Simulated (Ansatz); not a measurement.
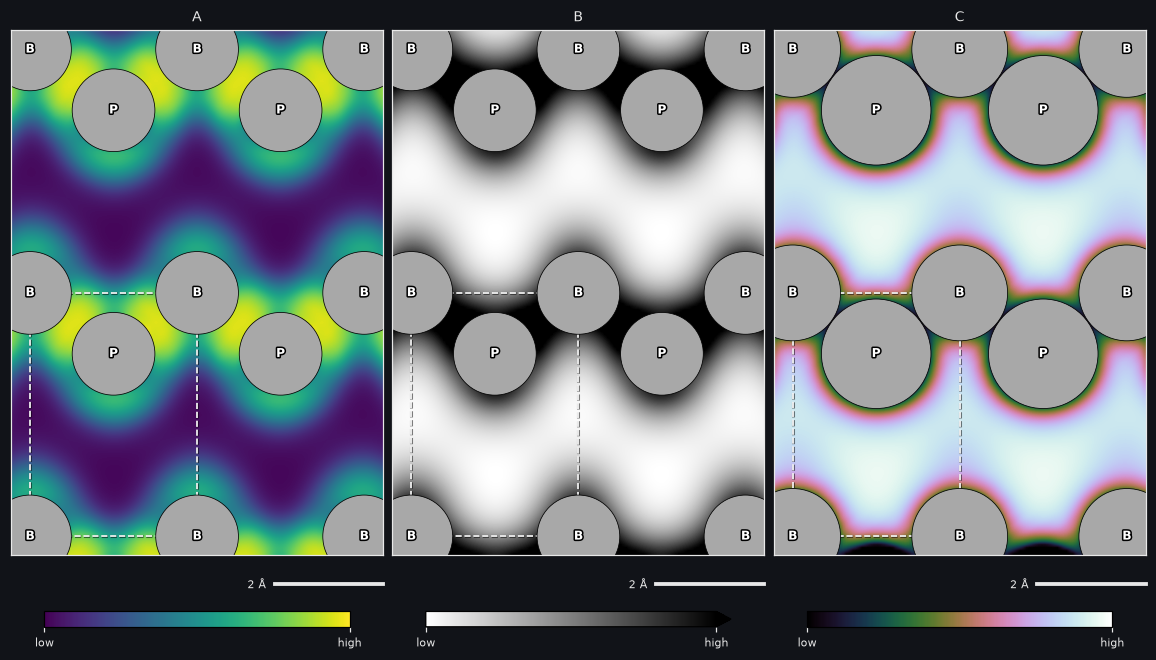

BP: 3 fields on the (100) plane of the conventional cell, with unlabelled colour scales. Grey discs cover the atomic cores.

Space group I-4m2; computed pressure about 17 GPa in this cell.

Theory: DFT PBEsol, scalar-relativistic, plane waves, PAW (Ansatz).

**Match the panels to the quantities (electron localisation function, electrostatic potential energy of an electron and valence pseudo-density).**

Panel A: electron localisation function. Panel B: valence pseudo-density. Panel C: electrostatic potential energy of an electron (low next to the atoms, rising into the space between them).
